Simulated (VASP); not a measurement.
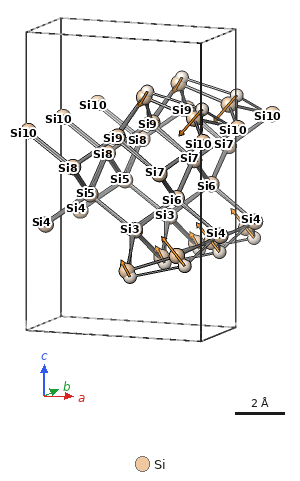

A relaxation of a slab of composition Si. The starting structure is drawn faded, the final one solid; orange arrows show the displacements, magnified 3 times.

A ball-and-stick model of the cell of the calculation, repeated 1 × 2 × 1 with one cell outlined, seen slightly off an axis.

The run lets the atoms move in a fixed cell.

These are results of VASP, Kohn-Sham DFT of a periodic cell, PBE, VASP PAW PBE potentials, recommended, not measurements.

The input:
```
SYSTEM = Si
ALGO     = Fast           ! electronic algorithm
DIPOL    = 0.5 0.5 0.500
EDIFF    = 1E-6           ! SCF threshold, eV
EDIFFG   = -0.01          ! ionic threshold
ENCUT    = 520            ! plane-wave cutoff, eV
GGA      = PE             ! functional
IBRION   = 2              ! ionic algorithm
IDIPOL   = 3            
ISIF     = 2              ! what is computed and relaxed
ISMEAR   = 0              ! smearing method
KPAR     = 4            
LASPH    = .TRUE.         ! aspherical terms in the spheres
LCHARG   = .FALSE.        ! write CHGCAR
LDIPOL   = .TRUE.       
LREAL    = .FALSE.        ! projectors in reciprocal space
LWAVE    = .FALSE.        ! write WAVECAR
NELM     = 120            ! most SCF steps
NSW      = 90             ! ionic steps
PREC     = Accurate       ! precision mode
SIGMA    = 0.03           ! smearing width, eV
```

Command:
```bash
cat potpaw_PBE.64/Si/POTCAR > POTCAR
mpirun -np 4 vasp_std > vasp.out
```

Describe the change and its energy.

The largest moves, 0.53 Å, are those of Si atoms. The lattice vectors keep their values. Among the contacts that change: Si–Si 3.337 → 2.934 Å, Si–Si 2.653 → 2.408 Å, Si–Si 2.500 → 2.344 Å, Si–Si 2.368 → 2.414 Å. Bond angles that change, for instance: Si–Si–Si 90.7° → 76.2°, Si–Si–Si 93.6° → 106.8°, Si–Si–Si 114.3° → 123.7°. After 26 geometry steps the energy has fallen by 1.255 eV per cell of the calculation. The largest force component goes from 1.1 to 0.0094 eV/Å.
